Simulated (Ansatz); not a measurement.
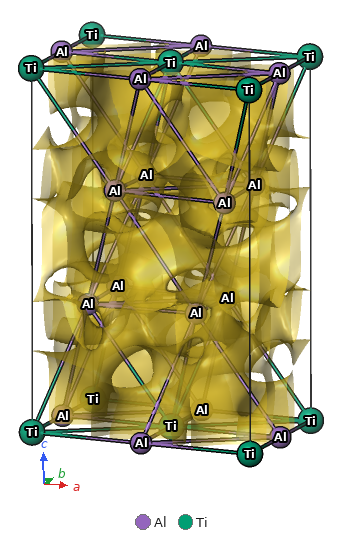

Figure. TiAl5. Isosurface of the ELF at 0.55 (yellow), seen slightly off an axis. Only the valence region is drawn (cores and ρ < 0.01 e/Å³ removed). Sticks mark near contacts.

Space group P2/m; a generated structure, not necessarily the stable one; computed without spin polarisation.

All numbers below come from DFT PBE, scalar-relativistic, plane waves, PAW (Ansatz).

In a PAW calculation such maps are meaningful between the atoms, not at the nuclei.

Describe the localisation domains.

At this value the surface marks out one network that runs through the whole crystal, counted in one cell of 12 atoms. Regions shared between cells count once.

Values along the shortest contacts:
Al–Al (2.80 Å): the ELF peaks at about 0.60 between the atoms. Ti–Ti (2.80 Å): the ELF is about 0.35 at the midpoint.

Does the calculation make it a metal, or give it a gap?

It is metallic or semimetallic at this level of theory: no gap opens.
